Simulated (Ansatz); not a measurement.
The calculation's input:

```
accuracy: low
crystal:
  lattice:
    - [0.0, 5.43, 5.43]
    - [5.43, 0.0, 5.43]
    - [5.43, 5.43, 0.0]
  atoms:
    - { symbol: Si, position: [0.0, 0.0, 0.0] }
    - { symbol: Si, position: [0.125, 0.125, 0.125] }
    - { symbol: Si, position: [0.0, 0.0, 0.5] }
    - { symbol: Si, position: [0.125, 0.125, 0.625] }
    - { symbol: Si, position: [0.0, 0.5, 0.0] }
    - { symbol: Si, position: [0.125, 0.625, 0.125] }
    - { symbol: Si, position: [0.0, 0.5, 0.5] }
    - { symbol: Si, position: [0.125, 0.625, 0.625] }
    - { symbol: Si, position: [0.5, 0.0, 0.0] }
    - { symbol: Si, position: [0.625, 0.125, 0.125] }
    - { symbol: Si, position: [0.5, 0.0, 0.5] }
    - { symbol: Si, position: [0.625, 0.125, 0.625] }
    - { symbol: Si, position: [0.5, 0.5, 0.0] }
    - { symbol: Si, position: [0.625, 0.625, 0.125] }
    - { symbol: Si, position: [0.5, 0.5, 0.5] }
    - { symbol: Si, position: [0.625, 0.625, 0.625] }
    - { symbol: C, position: [0.2543214, 0.2377359, 0.7647635], spin: 1.0 }
magnetization:
  spin_polarized: true
basis:
  ecutwfc: 420.0
kpoints:
  mp_grid: { grid: [2, 2, 2] }
hamiltonian:
  xc: pbe
  pseudopotentials: { kind: paw, azcp: { folder: soft_1 } }
scf:
  occupations: { method: fermi_dirac, width: 0.05 }
  lower_state_search: "off"
relax:
  f_tol: 0.08
  max_steps: 25
  adjacent_minimum: "off"
output:
  write_density: true
  write_potential: true
  elf: true
  volumetric_format: npy
```

Command:

```sh
ansatz run input.yaml --threads 1 --pin off --max-ram 3072MiB --backend cpu --events-out ev --progress --plain --runs-dir out
```

The fields are those of the run's last geometry, not of the input's.

PAW files of the earlier set (soft_1); the program warned that a starting moment wasn't kept; spin-polarised, but the moments vanished.

Theory: Ansatz 0.2.0, DFT PBE, scalar-relativistic, plane waves, PAW.

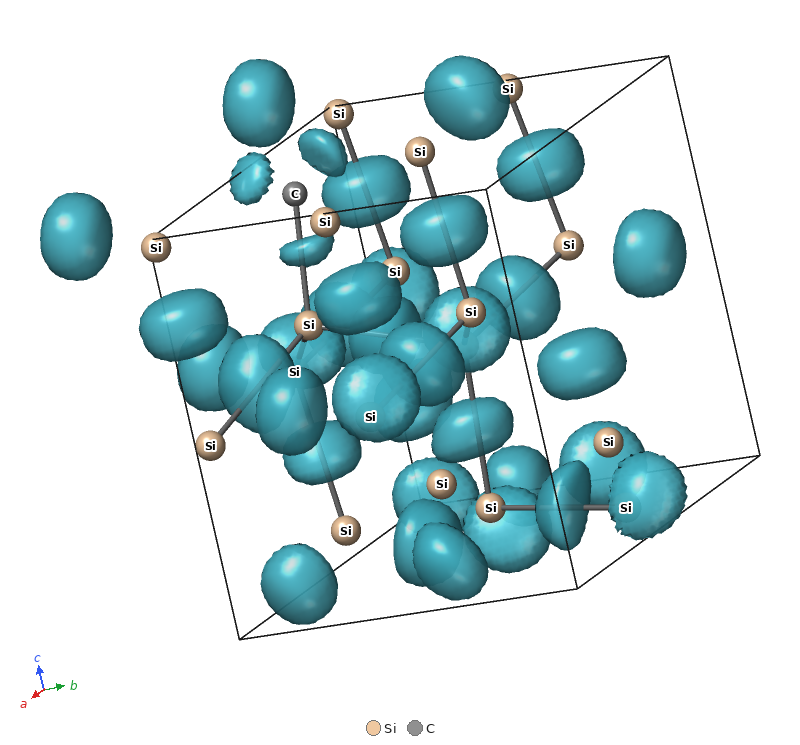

Si₁₆C (cell with a defect). Isosurface of the electron localisation function at 0.85 (cyan), seen slightly off an axis. Core shells and regions of very low density are left out. Sticks mark near contacts.

Identify the bonds, lone pairs and shells in this picture.

Answer. The ELF exceeds this value in three regions between bonded C–Si atoms and 30 regions between bonded Si–Si atoms, counted in one cell of 17 atoms. Regions shared between cells count once.

Values along the shortest contacts:
Si–C (1.76 Å): the ELF peaks at about 0.90 between the atoms. Si–Si (2.28 Å): the ELF peaks at about 0.95 between the atoms.
